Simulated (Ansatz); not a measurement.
## Geometry relaxation, with input and output: Ni3Ge (part 2 of 2)

Ni3Ge (4 atoms in the cell); DFT LDA, scalar-relativistic, plane waves, PAW, no spin polarisation (Ansatz 0.2.0); cutoff 420 eV, 12×12×12 k-mesh, Gaussian smearing of 0.1 eV. The structure derives from a Materials Project entry.

Geometry of the input (Å; fractional positions):
```
3.5303  0.0000  0.0000
0.0000  3.5303  0.0000
0.0000  0.0000  3.5303
Ni 0.5000  0.0000  0.5000
Ni 0.0000  0.5000  0.5000
Ni 0.5000  0.5000  0.0000
Ge 0.0000  0.0000  0.0000
```

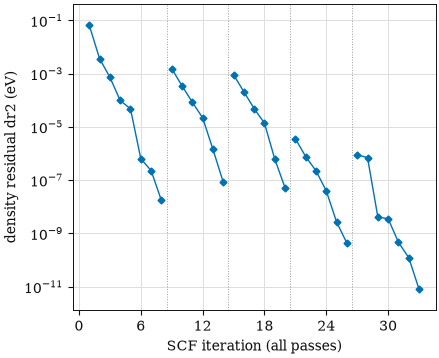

**Figure 1.** Convergence of the self-consistent field: density residual dr2 against the SCF iteration. The dotted lines part the SCF passes of the relaxation: geometry steps, rejected trials and re-solves on a re-selected basis. The 5 passes take 6 to 8 iterations each, 33 in all.

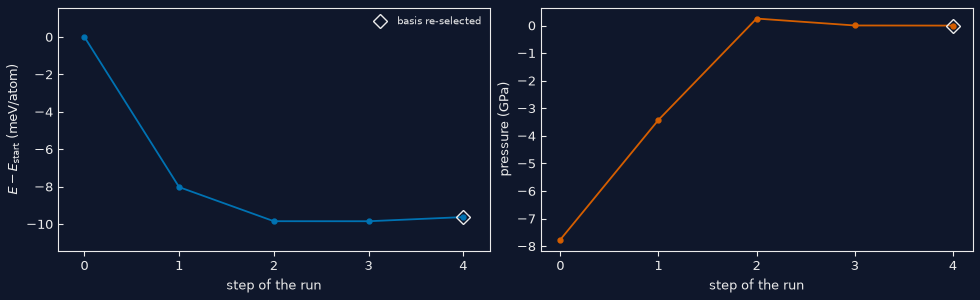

**Figure 2.** Progress of the relaxation, step by step (the first geometry is step 0 here and step 1 in the log).

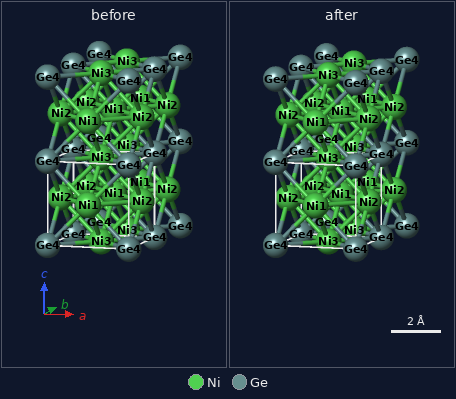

**Figure 3.** Before (left) and after (right) the relaxation, at one scale (ball-and-stick view of the cell of the calculation, repeated 1 × 2 × 2, seen slightly off an axis). Over 3 geometry steps the energy falls by 9.8 meV per atom. All forces vanish by symmetry, so only the cell relaxes. Pressure: −7.76 GPa at the start and 0.00 GPa at the end. No atom moves by more than 0.005 Å relative to the cell. The volume changes by −3.5 %, with a = b = c 3.530 → 3.489 Å (−1.2 %). Distances before and after: Ni1–Ge4 2.496 → 2.467 Å, Ni1–Ni2 2.496 → 2.467 Å. The space group stays Pm-3m (No. 221). A last SCF at the same geometry on a re-selected plane-wave basis shifts the energy by +0.2 meV per atom. (Atoms are counted from 1 in the order of the input.)

```
basis re-selected at this cell: Δ(F+E_penalty+E_count) = +8.896e-4 eV, ΔP = -0.004 GPa vs the last step (what re-selecting the basis moved, of the pressure what is left beyond the Pulay correction that the steps carried, after the strain that the cell walked since its last selection, with what the two solves' SCF thresholds leave and, on support functions, any second-order correction that the steps lacked; it is no measure of the basis error at this ecutwfc). This SCF's stress stands 2.49e-3 GPa from its target on what of the cell is left free (relax.cell.stress_tol is 5.00e-2 GPa) and its largest allowed force component is 2.96e-29 eV/Å (relax.f_tol is 5.00e-3 eV/Å): within both
SCF converged after 7 iterations
Free energy (F): -21537.281193 eV
Harris-Foulkes:  -21537.281193 eV  (|F-HF|=7.28e-12)
Internal energy: -21537.271445 eV  (E = F + TS)
E sigma→0 (E₀):  -21537.276319 eV
Entropy (-TS):   -0.009749 eV (-2.437 meV/atom)
Fermi energy:    19.133438 eV
--- Per-component energies (eV) ---
  E_band       = -798.918939
  E_kinetic    = 974.090818
  E_local      = -11976.978513  (includes V_loc(G=0)·N_el)
  E_nonlocal   = 2344.717852
  E_hartree    = 5082.881876
  E_xc         = -333.829497
  E_vxc        = -400.108700  (∫ρ·V_xc dr)
  E_paw        = -6637.784556  (= ΣΔE_a)
  E_vpaw       = -1906.405990  (= ΣTr[D̂ρ^β])
  E_aug_tail   = 0.001912  (compensation charges beyond the density's cutoff)
  E_ewald      = -10993.582025
  E_core_change = 3.210688  (= ΣΔE_core)
  E_smearing   = -0.009749  (= −TS)
  E_closure    = -0.000000  (closes the sum)
  Σ components = -21537.281193   (vs F -21537.281193, Δ=0.00e0)
--- Forces (eV/Å), atoms counted from 1 ---
  atom   1  Ni    -0.00000000    -0.00000000    -0.00000000
  atom   2  Ni     0.00000000    -0.00000000    -0.00000000
  atom   3  Ni    -0.00000000     0.00000000     0.00000000
  atom   4  Ge     0.00000000    -0.00000000    -0.00000000
  max |Σ_I F_I| component: 9.05e-29 eV/Å
--- Stress (GPa, compression-positive) ---
       -0.002493       0.000000       0.000000
        0.000000      -0.002493       0.000000
        0.000000       0.000000      -0.002493
  P = ⅓ Tr σ = -0.0025 GPa (-0.025 kbar)
--- Band table (eV; the first three rows and the last of 84) ---
  k-point 0: bands = ["-83.2269", "-83.1866", "-83.1866", "-44.1425", "-44.1425", "-44.1425", "-44.0799", "-44.0799", "-44.0799", "-43.9057", "-43.9057", "-43.9057", "-5.6416", "-5.6416", "-5.6250", "-5.6250", "-5.6250", "6.2551", "14.0061", "15.1175", "15.1175", "15.5280", "15.5280", "15.5280", "17.5905", "17.5905", "17.5905", "18.1036", "18.1036", "18.1036", "18.5259", "18.5259", "18.8413", "19.1649", "19.1649", "19.1649", "23.3139", "26.2518", "26.2518", "29.8537", "29.8537"]
  k-point 1: bands = ["-83.2263", "-83.1872", "-83.1866", "-44.1411", "-44.1411", "-44.1406", "-44.0804", "-44.0804", "-44.0801", "-43.9079", "-43.9067", "-43.9067", "-5.6413", "-5.6396", "-5.6249", "-5.6249", "-5.6249", "6.3365", "14.0201", "14.9738", "15.1745", "15.5161", "15.5161", "15.5482", "17.3482", "17.3482", "17.5665", "17.8206", "18.2755", "18.2755", "18.5259", "18.5329", "18.8054", "19.1649", "19.3172", "19.3172", "23.5631", "26.2462", "26.5347", "29.6138", "29.6830"]
  k-point 2: bands = ["-83.2245", "-83.1889", "-83.1866", "-44.1370", "-44.1370", "-44.1352", "-44.0818", "-44.0818", "-44.0804", "-43.9142", "-43.9094", "-43.9094", "-5.6402", "-5.6341", "-5.6248", "-5.6248", "-5.6246", "6.5768", "13.9105", "14.6532", "15.3392", "15.4741", "15.4741", "15.6061", "17.0459", "17.0459", "17.3927", "17.4982", "18.3209", "18.3209", "18.4515", "18.5204", "18.7037", "19.1652", "19.8341", "19.8341", "23.9291", "26.2297", "27.3700", "29.0122", "29.0122"]
  k-point 83: bands = ["-83.1998", "-83.1998", "-83.1998", "-44.1685", "-44.1685", "-44.1685", "-44.0886", "-44.0209", "-44.0209", "-44.0209", "-43.8711", "-43.8711", "-5.6396", "-5.6396", "-5.6396", "-5.5968", "-5.5968", "9.8665", "14.8145", "14.8145", "14.8145", "15.1726", "15.1726", "15.1726", "16.8191", "16.8191", "16.8191", "17.7273", "17.7273", "17.7273", "17.9018", "17.9018", "18.5346", "18.9227", "18.9227", "18.9227", "19.9190", "23.5106", "23.5106", "23.5106", "36.8403"]
--- Relaxed structure (4 steps of the walk, 4 accepted, 1 SCFs on fresh bases) ---
  F+E_penalty+E_count = -21537.28119336 eV   max|allowed force component| = 2.958e-29 eV/Å   (the final SCF, on the basis selected at the relaxed cell)
  cell:  # Å, volume = 42.4653 Å³
    - [3.488816681831602, 3.330253862169595e-34, -3.25000678115346e-34]
    - [7.623472696532808e-35, 3.488816681831602, 0.0]
    - [-3.25000678115346e-34, 0.0, 3.488816681831602]
  atoms:
    - { symbol: Ni, position: [0.49999999999999994, -3.409609909036552e-35, 0.49999999999999994] }
    - { symbol: Ni, position: [4.3188392181169474e-35, 0.49999999999999994, 0.49999999999999994] }
    - { symbol: Ni, position: [0.49999999999999994, 0.49999999999999994, -1.363843963620697e-35] }
    - { symbol: Ge, position: [6.81921981820169e-36, 2.2730732726808347e-36, 2.2730732726950993e-35] }
```

### Trajectory as extended XYZ (Å, eV, eV/Å), 5 frames, from step=1 to step=5
```
4
Lattice="3.5303 0.0000 0.0000 0.0000 3.5303 0.0000 0.0000 0.0000 3.5303" Properties=species:S:1:pos:R:3:forces:R:3 step=1 energy=-21537.24269 pressure_GPa=-7.76
Ni    1.7652    0.0000    1.7652    0.0000   0.0000   0.0000
Ni    0.0000    1.7652    1.7652    0.0000   0.0000   0.0000
Ni    1.7652    1.7652    0.0000    0.0000   0.0000   0.0000
Ge    0.0000    0.0000    0.0000    0.0000   0.0000   0.0000
4
Lattice="3.5062 0.0000 0.0000 0.0000 3.5062 0.0000 0.0000 0.0000 3.5062" Properties=species:S:1:pos:R:3:forces:R:3 step=2 energy=-21537.27479 pressure_GPa=-3.42
Ni    1.7531    0.0000    1.7531    0.0000   0.0000   0.0000
Ni    0.0000    1.7531    1.7531    0.0000   0.0000   0.0000
Ni    1.7531    1.7531    0.0000    0.0000   0.0000   0.0000
Ge    0.0000    0.0000    0.0000    0.0000   0.0000   0.0000
4
Lattice="3.4876 0.0000 0.0000 0.0000 3.4876 0.0000 0.0000 0.0000 3.4876" Properties=species:S:1:pos:R:3:forces:R:3 step=3 energy=-21537.28207 pressure_GPa=0.25
Ni    1.7438    0.0000    1.7438    0.0000   0.0000   0.0000
Ni    0.0000    1.7438    1.7438    0.0000   0.0000   0.0000
Ni    1.7438    1.7438    0.0000    0.0000   0.0000   0.0000
Ge    0.0000    0.0000    0.0000    0.0000   0.0000   0.0000
4
Lattice="3.4888 0.0000 0.0000 0.0000 3.4888 0.0000 0.0000 0.0000 3.4888" Properties=species:S:1:pos:R:3:forces:R:3 step=4 energy=-21537.28208 pressure_GPa=0.00
Ni    1.7444    0.0000    1.7444    0.0000   0.0000   0.0000
Ni    0.0000    1.7444    1.7444    0.0000   0.0000   0.0000
Ni    1.7444    1.7444    0.0000    0.0000   0.0000   0.0000
Ge    0.0000    0.0000    0.0000    0.0000   0.0000   0.0000
4
Lattice="3.4888 0.0000 0.0000 0.0000 3.4888 0.0000 0.0000 0.0000 3.4888" Properties=species:S:1:pos:R:3:forces:R:3 step=5 energy=-21537.28119 pressure_GPa=-0.00
Ni    1.7444    0.0000    1.7444    0.0000   0.0000   0.0000
Ni    0.0000    1.7444    1.7444    0.0000   0.0000   0.0000
Ni    1.7444    1.7444    0.0000    0.0000   0.0000   0.0000
Ge    0.0000    0.0000    0.0000    0.0000   0.0000   0.0000
```
